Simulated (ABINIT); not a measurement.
**Phonon calculation, with input and output: TaN (part 1 of 2)**

TaN (Fm-3m, 2 atoms in the cell), computed with Kohn-Sham DFT of a periodic cell, LDA, PseudoDojo NC SR LDA v0.4.1 standard, no spin polarisation (ABINIT 10.8.3).

The structure derives from a Materials Project entry.

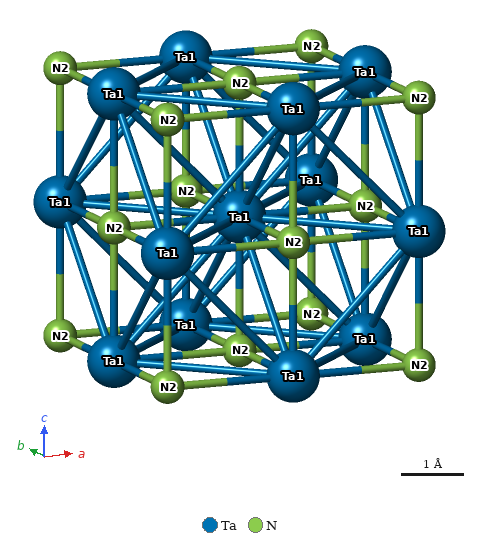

Fig. 1: The structure as given in the input (ball-and-stick view of the cell 4 times as large as that of the calculation, set on its symmetry axes, seen slightly off an axis; atoms are numbered from 1 in the order of the input). An atom can appear more than once, as a periodic image. Near neighbours in the periodic cell (some may lie outside the picture): Ta has 6 N at 2.21 Å and 12 Ta at 3.13 Å; N has 6 Ta at 2.21 Å.

## The input
```
# Datasets
ndtset 2

# Pseudopotentials
pp_dirpath "./"
pseudos "Ta.upf, N.upf"

# Structure
acell 3*1.0
rprim
     0.0000000000     4.1787948431     4.1787948431
     4.1787948431     0.0000000000     4.1787948431
     4.1787948431     4.1787948431     0.0000000000
ntypat 2
znucl 73 7
natom 2
typat 1 2
xred
            1/2            1/2            1/2
            0.0            0.0            0.0

# Plane-wave basis
ecut 952.398519 eV

# k points
ngkpt 6 6 6
nshiftk 4
shiftk
     0.5000000000     0.5000000000     0.5000000000
     0.5000000000     0.0000000000     0.0000000000
     0.0000000000     0.5000000000     0.0000000000
     0.0000000000     0.0000000000     0.5000000000

# Exchange and correlation
ixc 7

# Bands and occupations
nband 17
occopt 3
tsmear 0.05 eV

# SCF cycle
nstep 80

# Output
prteig 0
prtebands 0
prtwf 0
prtden 0
prtpot 0

# Dataset 1: ground state
kptopt1 1
tolvrs1 1.0e-15
prtwf1 1
tolwfr1 1.0e-14
nbdbuf1 4
nline1 6

# Dataset 2: response at q = 0 to atomic displacements
rfphon2 1
rfatpol2 1 2
rfdir2 1 1 1
getwfk2 1
kptopt2 2
nqpt2 1
qpt2 0.0 0.0 0.0
tolvrs2 1.0e-8
```

## File mrgddb.in
```
merged_DDB
TaN
2
runo_DS1_DDB
runo_DS2_DDB
```

## File anaddb.abi
```
ddb_filepath "merged_DDB"
output_file "anaddb.abo"
outdata_prefix "ana"
asr 2
chneut 0
dipdip 0
dieflag 0
enunit 0
eivec 1
nph1l 1
qph1l 0.0 0.0 0.0 1.0
```

Hardware: 1 thread of Intel Xeon @ 2.90GHz (Ice Lake), 192 GiB of memory available, shared host.

Launched with:
```bash
abinit run.abi > log 2>&1
mrgddb < mrgddb.in > mrgddb.log 2>&1
anaddb anaddb.abi > anaddb.log 2>&1
```

## Output
```
.Version 10.8.3 of ABINIT
 DATASET    1 : space group Fm -3 m (#225); Bravais cF (face-center cubic)
================================================================================
 Values of the parameters that define the memory need for DATASET  1.
     intxc =       0    ionmov =       0      iscf =       7    lmnmax =       8
     lnmax =       8     mgfft =      32  mpssoang =       4    mqgrid =    3001
     natom =       2  nloc_mem =       1    nspden =       1   nspinor =       1
    nsppol =       1      nsym =      48    n1xccc =    2501    ntypat =       2
    occopt =       3   xclevel =       1
       mpw =        1457          nfft =       32768          nkpt =          28
================================================================================
================================================================================

 DATASET    2 : space group Fm -3 m (#225); Bravais cF (face-center cubic)
================================================================================
 Values of the parameters that define the memory need for DATASET  2 (RF).
     intxc =       0      iscf =       7    lmnmax =       8     lnmax =       8
     mgfft =      32  mpssoang =       4    mqgrid =    3001     natom =       2
  nloc_mem =       1    nspden =       1   nspinor =       1    nsppol =       1
      nsym =      48    n1xccc =    2501    ntypat =       2    occopt =       3
   xclevel =       1
      nfft =       32768          nkpt =         432
================================================================================
================================================================================

--------------------------------------------------------------------------------
------------- Echo of variables that govern the present computation ------------
--------------------------------------------------------------------------------
 -outvars: echo values of preprocessed input variables --------
            acell      1.0000000000E+00  1.0000000000E+00  1.0000000000E+00 Bohr
              amu      1.80947900E+02  1.40067400E+01
             ecut      3.50000000E+01 Hartree
           getwfk1          0
           getwfk2          1
              ixc           7
           jdtset        1    2
                       outvar_i_n : Printing only first  50 k-points.
           kptopt1          1
           kptopt2          2
         kptrlatt        6   -6    6     -6    6    6     -6   -6    6
          kptrlen      5.01455381E+01
            natom           2
            nband1         17
            nband2         17
           nbdbuf1          4
           nbdbuf2          2
           ndtset           2
            ngfft          32      32      32
             nkpt1         28
             nkpt2        432
            nline1          6
            nline2          4
             nqpt1          0
             nqpt2          1
            nstep          80
             nsym          48
           ntypat           2
                       prtocc : prtvol=0, do not print more k-points.
           occopt           3
        optdriver1          0
        optdriver2          1
           prtden           0
        prtebands           0
           prteig           0
            prtwf1          1
            prtwf2          0
           rfphon1          0
           rfphon2          1
            rprim      0.0000000000E+00  4.1787948431E+00  4.1787948431E+00
                       4.1787948431E+00  0.0000000000E+00  4.1787948431E+00
                       4.1787948431E+00  4.1787948431E+00  0.0000000000E+00
           shiftk      5.00000000E-01  5.00000000E-01  5.00000000E-01
          spgroup         225
           tolvrs1     1.00000000E-15
           tolvrs2     1.00000000E-08
           tolwfr1     1.00000000E-14
           tolwfr2     0.00000000E+00
           tsmear      1.83746611E-03 Hartree
            typat      1  2
                       outvars : Printing only first  50 k-points.
           xangst      2.2113229985E+00  2.2113229985E+00  2.2113229985E+00
                       0.0000000000E+00  0.0000000000E+00  0.0000000000E+00
            xcart      4.1787948431E+00  4.1787948431E+00  4.1787948431E+00
                       0.0000000000E+00  0.0000000000E+00  0.0000000000E+00
             xred      5.0000000000E-01  5.0000000000E-01  5.0000000000E-01
                       0.0000000000E+00  0.0000000000E+00  0.0000000000E+00
            znucl       73.00000    7.00000

================================================================================

 chkinp: Checking input parameters for consistency, jdtset=   1.

 chkinp: Checking input parameters for consistency, jdtset=   2.

================================================================================
== DATASET  1 ==================================================================

--- !DatasetInfo
iteration_state: {dtset: 1, }
dimensions: {natom: 2, nkpt: 28, mband: 17, nsppol: 1, nspinor: 1, nspden: 1, mpw: 1457, }
cutoff_energies: {ecut:  35.0, pawecutdg:  -1.0, }
electrons: {nelect:   1.80000000E+01, charge:   0.00000000E+00, occopt:   3.00000000E+00, tsmear:   1.83746611E-03, }
meta: {optdriver: 0, ionmov: 0, optcell: 0, iscf: 7, paral_kgb: 0, }
...

 Exchange-correlation functional for the present dataset will be:
  LDA: Perdew-Wang 92 LSD fit to Ceperley-Alder data - ixc=7
  J.P.Perdew and Y.Wang, PRB 45, 13244 (1992)

 Real(R)+Recip(G) space primitive vectors, cartesian coordinates (Bohr,Bohr^-1):
 R(1)=  0.0000000  4.1787948  4.1787948  G(1)= -0.1196517  0.1196517  0.1196517
 R(2)=  4.1787948  0.0000000  4.1787948  G(2)=  0.1196517 -0.1196517  0.1196517
 R(3)=  4.1787948  4.1787948  0.0000000  G(3)=  0.1196517  0.1196517 -0.1196517
 Unit cell volume ucvol=  1.4594296E+02 bohr^3
 Angles (23,13,12)=  6.00000000E+01  6.00000000E+01  6.00000000E+01 degrees

 getcut: wavevector=  0.0000  0.0000  0.0000  ngfft=  32  32  32
         ecut(hartree)=     35.000   => boxcut(ratio)=   2.03322

--- Pseudopotential description ------------------------------------------------
- pspini: atom type   1  psp file is ./Ta.upf
  73.00000  13.00000  180309                  znucl, zion, pspdat
12 -1012 3 -1 1432                            pspcod,pspxc,lmax,lloc,mmax
     nproj     2     2     2     2

- pspini: atom type   2  psp file is ./N.upf
   7.00000   5.00000  180309                  znucl, zion, pspdat
12 -1012 1 -1 1058                            pspcod,pspxc,lmax,lloc,mmax
     nproj     2     2     0     0

   4.85291436E+02                                ecore*ucvol(ha*bohr**3)
--------------------------------------------------------------------------------

================================================================================

--- !BeginCycle
iteration_state: {dtset: 1, }
solver: {iscf: 7, nstep: 80, nline: 6, wfoptalg: 0, }
tolerances: {tolwfr: 1.00E-14, tolvrs: 1.00E-15, }
...

     iter   Etot(hartree)      deltaE(h)  residm     vres2
 ETOT  1  -75.434538389680    -7.543E+01 7.099E-02 5.659E+02
 ETOT  2  -75.298081410679     1.365E-01 1.982E-05 1.110E+03
 ETOT  3  -75.609130994656    -3.110E-01 6.037E-03 5.514E+00
 ETOT  4  -75.610620824639    -1.490E-03 3.339E-05 2.986E-01
 ETOT  5  -75.610690551488    -6.973E-05 5.770E-07 8.409E-02
 ETOT  6  -75.610712536758    -2.199E-05 3.641E-07 3.402E-04
 ETOT  7  -75.610712649191    -1.124E-07 4.241E-09 4.983E-06
 ETOT  8  -75.610712650777    -1.586E-09 3.022E-11 2.347E-07
 ETOT  9  -75.610712650856    -7.941E-11 1.778E-12 1.936E-09
 ETOT 10  -75.610712650857    -1.094E-12 1.416E-14 2.899E-12
 ETOT 11  -75.610712650858    -8.953E-13 6.893E-15 7.602E-14
 ETOT 12  -75.610712650856     1.918E-12 6.950E-15 1.995E-15
 ETOT 13  -75.610712650857    -9.805E-13 6.971E-15 8.300E-17

 At SCF step   13  max residual=  6.97E-15 < tolwfr=  1.00E-14 AND vres2   =  8.30E-17 < tolvrs=  1.00E-15 =>converged.

 Cartesian components of stress tensor (hartree/bohr^3)
  sigma(1 1)=  6.91522165E-04  sigma(3 2)=  0.00000000E+00
  sigma(2 2)=  6.91522165E-04  sigma(3 1)=  0.00000000E+00
  sigma(3 3)=  6.91522165E-04  sigma(2 1)=  0.00000000E+00

--- !ResultsGS
iteration_state: {dtset: 1, }
comment   : Summary of ground state results
lattice_vectors:
- [  0.0000000,   4.1787948,   4.1787948, ]
- [  4.1787948,   0.0000000,   4.1787948, ]
- [  4.1787948,   4.1787948,   0.0000000, ]
lattice_lengths: [   5.90971,    5.90971,    5.90971, ]
lattice_angles: [ 60.000,  60.000,  60.000, ] # degrees, (23, 13, 12)
lattice_volume:   1.4594296E+02
convergence: {deltae: -9.805E-13, res2:  8.300E-17, residm:  6.971E-15, diffor: null, }
etotal    :  -7.56107127E+01
entropy   :   0.00000000E+00
fermie    :   5.73962627E-01
cartesian_stress_tensor: # hartree/bohr^3
- [  6.91522165E-04,   0.00000000E+00,   0.00000000E+00, ]
- [  0.00000000E+00,   6.91522165E-04,   0.00000000E+00, ]
- [  0.00000000E+00,   0.00000000E+00,   6.91522165E-04, ]
pressure_GPa:  -2.0345E+01
xred      :
- [  5.0000E-01,   5.0000E-01,   5.0000E-01, Ta]
- [  0.0000E+00,   0.0000E+00,   0.0000E+00,  N]
cartesian_forces: # hartree/bohr
- [ -0.00000000E+00,  -0.00000000E+00,  -0.00000000E+00, ]
- [ -0.00000000E+00,  -0.00000000E+00,  -0.00000000E+00, ]
force_length_stats: {min:   0.00000000E+00, max:   0.00000000E+00, mean:   0.00000000E+00, }
...

 Integrated electronic density in atomic spheres:
 ------------------------------------------------
 Atom  Sphere_radius  Integrated_density
    1        2.00000          9.30538637
    2        2.00000          5.33387073
================================================================================

 ----iterations are completed or convergence reached----

 Mean square residual over all n,k,spin=   21.855E-16; max=  69.709E-16
 reduced coordinates (array xred) for    2 atoms
       0.500000000000      0.500000000000      0.500000000000
       0.000000000000      0.000000000000      0.000000000000
 rms dE/dt=  0.0000E+00; max dE/dt=  0.0000E+00; dE/dt below (all hartree)
    1       0.000000000000      0.000000000000      0.000000000000
    2       0.000000000000      0.000000000000      0.000000000000

 cartesian coordinates (angstrom) at end:
    1      2.21132299850731     2.21132299850731     2.21132299850731
    2      0.00000000000000     0.00000000000000     0.00000000000000

 cartesian forces (hartree/bohr) at end:
    1     -0.00000000000000    -0.00000000000000    -0.00000000000000
    2     -0.00000000000000    -0.00000000000000    -0.00000000000000
 frms,max,avg= 0.0000000E+00 0.0000000E+00   0.000E+00  0.000E+00  0.000E+00 h/b

 cartesian forces (eV/Angstrom) at end:
    1     -0.00000000000000    -0.00000000000000    -0.00000000000000
    2     -0.00000000000000    -0.00000000000000    -0.00000000000000
 frms,max,avg= 0.0000000E+00 0.0000000E+00   0.000E+00  0.000E+00  0.000E+00 e/A
 length scales=  1.000000000000  1.000000000000  1.000000000000 bohr
              =  0.529177210544  0.529177210544  0.529177210544 angstroms
 Fermi (or HOMO) energy (hartree) =   0.57396   Average Vxc (hartree)=  -0.51796
 Eigenvalues (hartree) for nkpt=  28  k points:
 kpt#   1, nband= 17, wtk=  0.02778, kpt= -0.0833 -0.1667  0.0000 (reduced coord)
  -1.97556   -0.74051   -0.73574   -0.73529   -0.08033    0.34969    0.39768    0.40387
   0.49293    0.55114    0.55159    0.61216    0.64206    0.71737    0.98073    1.27520
   1.30300
      occupation numbers for kpt#   1
   2.00000    2.00000    2.00000    2.00000    2.00000    2.00000    2.00000    2.00000
   2.00000    1.99999    1.99999    0.00000    0.00000    0.00000    0.00000    0.00000
   0.00000
 prteigrs : prtvol=0 or 1, do not print more k-points.
```
